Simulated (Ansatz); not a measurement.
# Geometry relaxation of Hf8HO17 (part 3 of 5)

The same run, continued: Hf8HO17 (slab, 26 atoms in the cell); DFT PBE+D3(BJ), scalar-relativistic, plane waves, PAW, spin-polarised (Ansatz 0.2.0); cutoff 420 eV, 3×3×1 k-mesh, Gaussian smearing of 0.05 eV, collinear spins. The structure derives from an entry of the Crystallography Open Database. The input holds or restrains some coordinates. Forces given for the steps count only the free coordinates. It belongs to a series of runs on one base structure; here: 1 OH a cell, anchor, over a hollow O-Hf-Hf site.

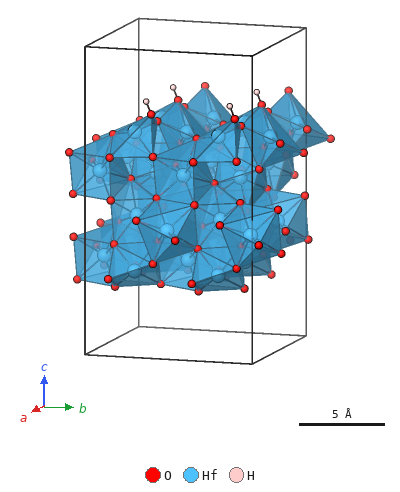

**Figure 1.** The geometry at step 8 of the log (polyhedral view of the 2 × 2 repeat of the cell, with the vacuum cut short, seen slightly off an axis; polyhedra are completed across the faces of the cell).

**Log, continued**
```
SCF iter   1: F=—  HF=-135469.368552 eV  |F-HF|=—  |Δ(HF+E_count)|=         —  Δρ=6.10e-3 (↑4.57e-3 ↓6.10e-3)  dr2=4.75e-1  dr2_m=1.11e-1  M=1.963 μB ∫|m|=2.213 μB  β_m=1.00  ethr=1.51e-4  p=0.468 e·Å  D=1.11e-1 V/Å  ΔV_dip=-3.17 eV  dr2_dipole=9.39e-2  V_vac-E_F(+/−)=4.55/7.73 eV  ⟨swp⟩=1.8  Hψ=7114  notcnv=0  defer=267
efield: sawtooth ramp at fractional position 0.9739 (handed on by an earlier solve), width 0.0400; the density the first Hamiltonian is built on has a dipole p = 0.468 e·Å; the dipole correction subtracts the counter field D = 1.11e-1 V/Å, which shifts the + side's vacuum level by -3.17 eV against the − side's; the planar-averaged density in the ramp window peaks in size at 1.5e-6 e/Å³
preconditioner: auto → LDOS  [metal: Δε(μ)=0.030 eV  Ē_g=17.281 eV  σ=0.050 eV  W_gap=0.33  n_scr=156 (ndim 8)  ℏωp=23.1 eV  f_vac=0.579  D(μ)=9.31/eV (n_scr^D=40)]
spin=Collinear: LDOS preconditioning applied to the charge; magnetization (m = ρ↑ − ρ↓) channel mixes plain (no charge-response kernel on spin).
SCF iter   2: F=—  HF=-135469.370173 eV  |F-HF|=—  |Δ(HF+E_count)|=   1.62e-3  Δρ=2.46e-3 (↑2.33e-3 ↓2.46e-3)  dr2=2.17e-1  dr2_m=2.67e-3  M=1.958 μB ∫|m|=2.152 μB  β_m=0.38  ethr=1.51e-4  p=0.505 e·Å  D=1.20e-1 V/Å  ΔV_dip=-3.43 eV  dr2_dipole=7.67e-2  V_vac-E_F(+/−)=4.30/7.73 eV  ⟨swp⟩=2.1  Hψ=3091  notcnv=0  defer=267
density mixer auto → msr1: a metal under ldos (density of states about μ 0.27 of a free-electron gas's, 156 screened modes)
SCF iter   3: F=—  HF=-135469.329228 eV  |F-HF|=—  |Δ(HF+E_count)|=   4.09e-2  Δρ=1.49e-3 (↑1.44e-3 ↓1.49e-3)  dr2=5.83e-2  dr2_m=7.09e-3  M=2.000 μB ∫|m|=2.179 μB  β_m=0.66  ethr=6.99e-5  p=0.549 e·Å  D=1.30e-1 V/Å  ΔV_dip=-3.73 eV  dr2_dipole=2.72e-2  V_vac-E_F(+/−)=4.01/7.74 eV  ⟨swp⟩=2.5  Hψ=3220  notcnv=0  defer=268
SCF iter   4: F=—  HF=-135469.335457 eV  |F-HF|=—  |Δ(HF+E_count)|=         —  Δρ=7.12e-4 (↑6.45e-4 ↓7.12e-4)  dr2=1.41e-2  dr2_m=6.86e-4  M=2.096 μB ∫|m|=2.266 μB  β_m=0.66  ethr=1.88e-5  p=0.581 e·Å  D=1.38e-1 V/Å  ΔV_dip=-3.95 eV  dr2_dipole=2.75e-4  V_vac-E_F(+/−)=3.82/7.77 eV  ⟨swp⟩=2.1  Hψ=3273  notcnv=0  defer=266
Mixer restart at iter 4: flushing history
SCF iter   5: F=—  HF=-135469.337412 eV  |F-HF|=—  |Δ(HF+E_count)|=   1.95e-3  Δρ=7.71e-4 (↑7.18e-4 ↓7.71e-4)  dr2=2.15e-2  dr2_m=3.40e-4  M=2.114 μB ∫|m|=2.286 μB  β_m=0.49  ethr=4.54e-6  p=0.586 e·Å  D=1.39e-1 V/Å  ΔV_dip=-3.98 eV  dr2_dipole=2.89e-3  V_vac-E_F(+/−)=3.79/7.77 eV  ⟨swp⟩=2.3  Hψ=3290  notcnv=0  defer=269
SCF iter   6: F=—  HF=-135469.334241 eV  |F-HF|=—  |Δ(HF+E_count)|=   3.17e-3  Δρ=3.38e-4 (↑2.07e-4 ↓3.38e-4)  dr2=6.53e-3  dr2_m=2.93e-4  M=2.115 μB ∫|m|=2.287 μB  β_m=0.75  ethr=4.54e-6  p=0.585 e·Å  D=1.39e-1 V/Å  ΔV_dip=-3.97 eV  dr2_dipole=2.56e-3  V_vac-E_F(+/−)=3.79/7.77 eV  ⟨swp⟩=2.0  Hψ=3056  notcnv=0  defer=265
SCF iter   7: F=—  HF=-135469.334423 eV  |F-HF|=—  |Δ(HF+E_count)|=   1.82e-4  Δρ=2.15e-4 (↑1.40e-4 ↓2.15e-4)  dr2=5.29e-3  dr2_m=9.43e-5  M=2.115 μB ∫|m|=2.289 μB  β_m=0.88  ethr=2.10e-6  p=0.585 e·Å  D=1.39e-1 V/Å  ΔV_dip=-3.97 eV  dr2_dipole=2.42e-3  V_vac-E_F(+/−)=3.79/7.76 eV  ⟨swp⟩=1.8  Hψ=2019  notcnv=0  defer=265
SCF iter   8: F=—  HF=-135469.335136 eV  |F-HF|=—  |Δ(HF+E_count)|=   7.13e-4  Δρ=3.09e-4 (↑3.09e-4 ↓3.07e-4)  dr2=2.79e-3  dr2_m=2.17e-5  M=2.087 μB ∫|m|=2.267 μB  β_m=0.61  ethr=1.70e-6  p=0.583 e·Å  D=1.38e-1 V/Å  ΔV_dip=-3.96 eV  dr2_dipole=2.46e-6  V_vac-E_F(+/−)=3.79/7.75 eV  ⟨swp⟩=2.1  Hψ=2725  notcnv=0  defer=266
SCF iter   9: F=—  HF=-135469.334558 eV  |F-HF|=—  |Δ(HF+E_count)|=   5.79e-4  Δρ=6.87e-5 (↑6.31e-5 ↓6.87e-5)  dr2=1.59e-4  dr2_m=3.67e-6  M=2.088 μB ∫|m|=2.267 μB  β_m=0.58  ethr=8.99e-7  p=0.583 e·Å  D=1.38e-1 V/Å  ΔV_dip=-3.96 eV  dr2_dipole=1.04e-5  V_vac-E_F(+/−)=3.79/7.75 eV  ⟨swp⟩=2.0  Hψ=3065  notcnv=0  defer=265
SCF iter  10: F=-135469.334570 eV  HF=-135469.334575 eV  |F-HF|=5.51e-6  |Δ(HF+E_count)|=   1.79e-5  Δρ=3.49e-5 (↑2.93e-5 ↓3.49e-5)  dr2=3.04e-5  dr2_m=2.12e-6  M=2.085 μB ∫|m|=2.264 μB  ethr=3.22e-8  p=0.583 e·Å  D=1.38e-1 V/Å  ΔV_dip=-3.96 eV  dr2_dipole=3.65e-7  V_vac-E_F(+/−)=3.79/7.75 eV  ⟨swp⟩=22.3  Hψ=22496  notcnv=0
SCF 2 converged in 10 iterations: F = -135469.334570 eV  dr2 = 3.04e-5
[... from here on the iterations of each SCF are left out, up to the last one ...]
relax step   2: F+E_penalty+E_count = -135469.33456991 eV  Δ(F+E_penalty+E_count) = -1.166e0 eV  max|allowed force component| = 2.010e0 eV/Å  Δτ_max = 0.1948 Å  (10 SCF iters, dr2 threshold 1.00e-4 eV, accepted)
[... from here on the SCF iterations and repeated set-up lines of each step are left out, up to the last step ...]
SCF 3 converged in 10 iterations: F = -135470.087620 eV  dr2 = 4.04e-5
relax step   3: F+E_penalty+E_count = -135470.08762028 eV  Δ(F+E_penalty+E_count) = -7.531e-1 eV  max|allowed force component| = 2.056e0 eV/Å  Δτ_max = 0.1952 Å  (10 SCF iters, dr2 threshold 1.00e-4 eV, accepted)
SCF 4 converged in 10 iterations: F = -135470.692097 eV  dr2 = 1.50e-5
relax step   4: F+E_penalty+E_count = -135470.69209714 eV  Δ(F+E_penalty+E_count) = -6.045e-1 eV  max|allowed force component| = 2.822e0 eV/Å  Δτ_max = 0.1957 Å  (10 SCF iters, dr2 threshold 1.00e-4 eV, accepted)
SCF 5 converged in 9 iterations: F = -135471.111749 eV  dr2 = 3.34e-5
relax step   5: F+E_penalty+E_count = -135471.11174890 eV  Δ(F+E_penalty+E_count) = -4.197e-1 eV  max|allowed force component| = 2.632e0 eV/Å  Δτ_max = 0.1950 Å  (9 SCF iters, dr2 threshold 1.00e-4 eV, accepted)
SCF 6 converged in 9 iterations: F = -135471.342301 eV  dr2 = 6.15e-5
relax step   6: F+E_penalty+E_count = -135471.34230094 eV  Δ(F+E_penalty+E_count) = -2.306e-1 eV  max|allowed force component| = 1.529e0 eV/Å  Δτ_max = 0.2000 Å  (9 SCF iters, dr2 threshold 1.00e-4 eV, accepted)
SCF 7 converged in 8 iterations: F = -135471.485083 eV  dr2 = 1.50e-5
relax step   7: F+E_penalty+E_count = -135471.48508332 eV  Δ(F+E_penalty+E_count) = -1.428e-1 eV  max|allowed force component| = 7.337e-1 eV/Å  Δτ_max = 0.1968 Å  (8 SCF iters, dr2 threshold 1.00e-4 eV, accepted)
SCF 8 converged in 8 iterations: F = -135471.579305 eV  dr2 = 1.25e-5
relax step   8: F+E_penalty+E_count = -135471.57930516 eV  Δ(F+E_penalty+E_count) = -9.422e-2 eV  max|allowed force component| = 6.022e-1 eV/Å  Δτ_max = 0.1931 Å  (8 SCF iters, dr2 threshold 1.00e-4 eV, accepted)
SCF 9 converged in 8 iterations: F = -135471.615172 eV  dr2 = 5.83e-5
relax step   9: F+E_penalty+E_count = -135471.61517170 eV  Δ(F+E_penalty+E_count) = -3.587e-2 eV  max|allowed force component| = 7.793e-1 eV/Å  Δτ_max = 0.1949 Å  (8 SCF iters, dr2 threshold 8.35e-5 eV, accepted)
SCF 10 converged in 8 iterations: F = -135471.590461 eV  dr2 = 8.74e-6
relax step  10: F+E_penalty+E_count = -135471.59046050 eV  Δ(F+E_penalty+E_count) = +2.471e-2 eV  max|allowed force component| = 5.021e-1 eV/Å  Δτ_max = 0.2000 Å  (8 SCF iters, dr2 threshold 1.00e-4 eV, rejected (line search))
SCF 11 converged in 14 iterations: F = -135471.639433 eV  dr2 = 1.66e-8
relax step  11: F+E_penalty+E_count = -135471.63943275 eV  Δ(F+E_penalty+E_count) = -2.426e-2 eV  max|allowed force component| = 1.549e-1 eV/Å  Δτ_max = 0.0965 Å  (14 SCF iters, accepted)
SCF 12 converged in 10 iterations: F = -135471.640750 eV  dr2 = 2.43e-8
relax step  12: F+E_penalty+E_count = -135471.64075035 eV  Δ(F+E_penalty+E_count) = -1.318e-3 eV  max|allowed force component| = 1.690e-1 eV/Å  Δτ_max = 0.1000 Å  (10 SCF iters, accepted)
SCF 13 converged in 9 iterations: F = -135471.642741 eV  dr2 = 6.09e-7
relax step  13: F+E_penalty+E_count = -135471.64274115 eV  Δ(F+E_penalty+E_count) = -1.991e-3 eV  max|allowed force component| = 2.607e-2 eV/Å  Δτ_max = 0.0150 Å  (9 SCF iters, dr2 threshold 1.79e-6 eV, accepted)
iter 1 solved again at ethr=1.46e-10 eV; its pass at ethr=3.10e-3 eV (dr2=4.56e-7 eV) is discarded
SCF iter   1: F=—  HF=-135471.642741 eV  |F-HF|=—  |Δ(HF+E_count)|=         —  Δρ=4.79e-6 (↑4.18e-6 ↓4.79e-6)  dr2=4.56e-7  dr2_m=5.20e-8  M=2.154 μB ∫|m|=2.322 μB  β_m=1.00  ethr=1.46e-10  p=0.720 e·Å  D=1.71e-1 V/Å  ΔV_dip=-4.89 eV  dr2_dipole=3.34e-8  V_vac-E_F(+/−)=2.85/7.74 eV  ⟨swp⟩=1.0  Hψ=4420  notcnv=0
efield: sawtooth ramp at fractional position 0.9739 (handed on by an earlier solve), width 0.0400; the density the first Hamiltonian is built on has a dipole p = 0.720 e·Å; the dipole correction subtracts the counter field D = 1.71e-1 V/Å, which shifts the + side's vacuum level by -4.89 eV against the − side's; the planar-averaged density in the ramp window peaks in size at 7.4e-7 e/Å³
preconditioner: auto → LDOS  [metal: Δε(μ)=0.028 eV  Ē_g=17.273 eV  σ=0.050 eV  W_gap=0.29  n_scr=148 (ndim 8)  ℏωp=23.1 eV  f_vac=0.587  D(μ)=6.82/eV (n_scr^D=22)]
spin=Collinear: LDOS preconditioning applied to the charge; magnetization (m = ρ↑ − ρ↓) channel mixes plain (no charge-response kernel on spin).
SCF iter   2: F=—  HF=-135471.642742 eV  |F-HF|=—  |Δ(HF+E_count)|=   7.73e-8  Δρ=2.49e-6 (↑1.36e-6 ↓2.49e-6)  dr2=3.89e-7  dr2_m=8.83e-9  M=2.154 μB ∫|m|=2.322 μB  β_m=0.33  ethr=1.46e-10  p=0.720 e·Å  D=1.71e-1 V/Å  ΔV_dip=-4.89 eV  dr2_dipole=1.68e-7  V_vac-E_F(+/−)=2.85/7.74 eV  ⟨swp⟩=2.0  Hψ=3063  notcnv=0
density mixer auto → msr1: a metal under ldos (density of states about μ 0.26 of a free-electron gas's, 156 screened modes)
SCF iter   3: F=—  HF=-135471.642742 eV  |F-HF|=—  |Δ(HF+E_count)|=   8.06e-8  Δρ=2.79e-6 (↑1.20e-6 ↓2.79e-6)  dr2=4.82e-7  dr2_m=1.24e-8  M=2.154 μB ∫|m|=2.322 μB  β_m=0.62  ethr=1.25e-10  p=0.720 e·Å  D=1.71e-1 V/Å  ΔV_dip=-4.89 eV  dr2_dipole=2.21e-7  V_vac-E_F(+/−)=2.85/7.74 eV  ⟨swp⟩=1.0  Hψ=1880  notcnv=0
SCF iter   4: F=-135471.642742 eV  HF=-135471.642742 eV  |F-HF|=4.07e-10  |Δ(HF+E_count)|=   8.41e-8  Δρ=8.92e-7 (↑8.21e-7 ↓8.92e-7)  dr2=2.21e-8  dr2_m=6.38e-10  M=2.154 μB ∫|m|=2.322 μB  ethr=3.22e-11  p=0.720 e·Å  D=1.71e-1 V/Å  ΔV_dip=-4.89 eV  dr2_dipole=4.09e-10  V_vac-E_F(+/−)=2.85/7.74 eV  ⟨swp⟩=11.2  Hψ=14351  notcnv=0
SCF 14 converged in 4 iterations: F = -135471.642742 eV  dr2 = 2.21e-8
relax step  14: F+E_penalty+E_count = -135471.64274169 eV  Δ(F+E_penalty+E_count) = -5.422e-7 eV  max|allowed force component| = 2.617e-2 eV/Å  Δτ_max = 0.0000 Å  (4 SCF iters, accepted)
```

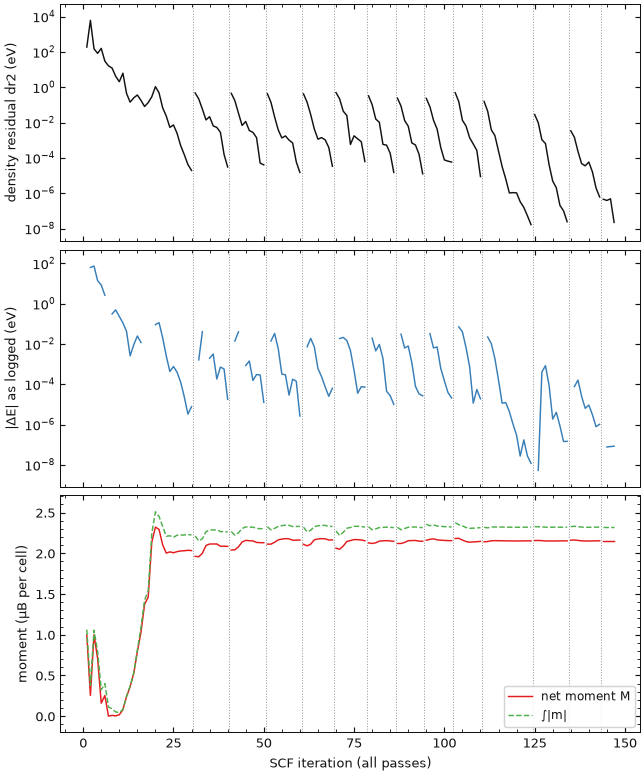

**Figure 2.** Convergence of the self-consistent field: density residual dr2, size of the energy change and magnetic moment against the SCF iteration. The dotted lines part the SCF passes of the relaxation: geometry steps, rejected trials and re-solves on a re-selected basis. The 14 passes take 4 to 30 iterations each, 147 in all. The net moment goes from 1.0 to 2.2 μB per cell, with excursions between 0.0 and 2.3 on the way.

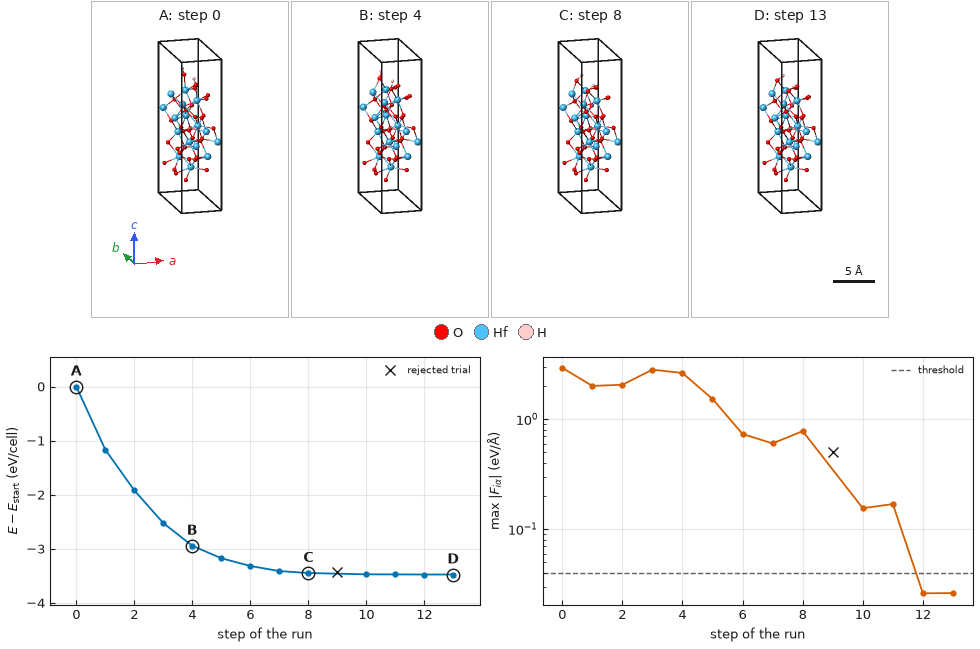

**Figure 3.** Frames of the restrained relaxation (ball-and-stick view of the 1 × 2 repeat of the cell, with the vacuum cut short (origin shifted), seen slightly off an axis) above the curves, on which the letters mark them (the first geometry is step 0 here and step 1 in the log).

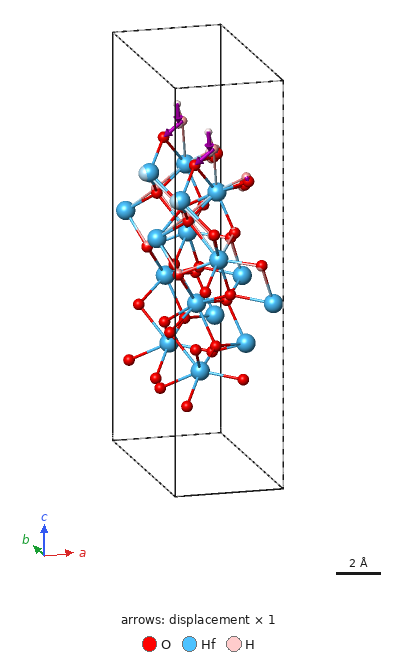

**Figure 4.** Start (faint) and end (solid) with the displacements as pink arrows, at true length (ball-and-stick view of the 1 × 2 repeat of the cell, with the vacuum cut short (origin shifted), seen slightly off an axis). The atom that moves furthest is O25 (1.17 Å). By element the largest moves are O 1.17 Å, H 1.02 Å, Hf 0.15 Å. The cell doesn't change. Among the contacts that change: Hf23–O25 3.099 → 2.170 Å, Hf22–O25 2.723 → 2.264 Å, Hf16–O20 2.469 → 2.269 Å, O21–Hf23 1.948 → 2.049 Å. New bonds form: Hf23–O25 (3.10 → 2.17 Å). Among the angles that change: Hf22–O25–H26 165.0° → 104.9°, O24–Hf22–O25 49.5° → 74.6°, O19–Hf22–O25 130.4° → 109.3°. The energy falls by 3.474 eV per cell of the calculation in 13 geometry steps. Largest force component: 2.9 eV/Å at the start, 0.026 eV/Å at the end. The line search rejected the trial step at point 9 (counted from 0) and went back. (Atoms are counted from 1 in the order of the input.)

```
WARN: The output density's exchange-correlation potential varies sharply where the density is thin. Do not read a vacuum level from v_tot or v_xc, or from such a field of the output density. On a cell that repeats whose density bears no net charge and no dipole along the vacuum's axis use v_es (v_loc + v_h of the components); under efield.dipole_correction with no amplitude use v_es + v_field, which holds any external_charges[].barrier, or the levels of the report's work_function block, which leave it out; under a non-zero efield.amplitude the vacuum is tilted and has no level; on a cell that repeats and bears such a dipole with no correction it is tilted too, and efield.dipole_correction with no amplitude gives each side of its ramp a level where efield: is served; in a cell that repeats whose density bears a net charge (total_charge, or a fill off its count) it is curved and has none; of a slab under crystal.periodic whose density bears no net charge use v_es, which has a level on each side, short of where the two are joined; of another it falls or rises all the way out and has none; of a slab beside external_charges read slab_vacuum_level instead, which it has where they leave it neutral. The grid or the basis barely resolves most such structure, and the values can differ between equally converged runs; as a rule a tighter scf.convergence.dr2_threshold does not remove it. Where the density itself ripples (under the LDA too) a higher basis.ecutwfc lessens it. The files hold the spikes' plane waves up to the density's cutoff. Files: v_tot_of_output_density and the like, and their columns of v_z.tsv (output.write_potential); v_xc_of_output_density and the like, and their columns of v_comp_z.tsv (output.write_potential_components). Measured: with its Gaussian average of σ = 0.25 Å subtracted twice, the exchange-correlation potential is over 0.1 eV at 1657 of the grid points where the equally averaged density (valence and model cores) is under 1e-3 e/Å³, and 0.633 eV at the most among them, at an averaged density of 5.6e-7 e/Å³. The input density's (outcome.potential() and, of a run that writes arrays, v_tot and v_xc) is over 0.1 eV, so measured, at 357 points of its own thin density, 0.495 eV at the most. See output.write_potential in the manual, Limitations
SCF converged after 4 iterations
Magnetization: 2.1536 μB (156.5768 up, 154.4232 down)
Absolute magnetization: 2.3293 μB (∫|ρ↑−ρ↓|, with the PAW one-centre terms)
Spin contamination: 0.0142 ħ² per cell (⟨S²⟩ above its minimum at these occupations)
Per-site moments (μB) at R_I (Å): [(0.8007771041674443, 0.9257205399125609), (0.45051286403036855, 0.8851308109658775), (0.2359947905660347, 0.8445830587699932), (-0.007576122620299476, 0.8445830578421826), (-0.012418167536686044, 0.8445830587699932), (0.008955271563072588, 0.8445830578421826), (0.003000225821277754, 0.8851308110286418), (0.0014144088776107035, 0.8851308109658784), (0.0018904161396265634, 0.8445830579632224), (-0.0005683699112730675, 0.844583058648953), (-0.0002669094609472191, 0.8445830579632224), (0.0007161054718713805, 0.844583058648953), (0.00033200824714272643, 0.8867612361848339), (0.00037358033778895933, 0.8694981630093764), (0.0011926313394652287, 0.8366689904511476), (0.0008520876194432818, 0.8405106400855095), (0.00105325273414256, 0.8366689904511476), (0.004327644353620049, 0.8416968857781032), (0.004641216117696784, 0.9017049003095173), (0.0037770497576620934, 0.8391278044528913), (0.0007226073730230707, 0.8336497986564844), (0.019823892702637402, 0.8209014786933959), (0.052464036532015854, 0.795968777532744), (-0.0007884536569451035, 0.795968777532744), (0.0035079301734384748, 0.4004394469022622), (0.0003382310460320484, 0.4004394469022622)]
```
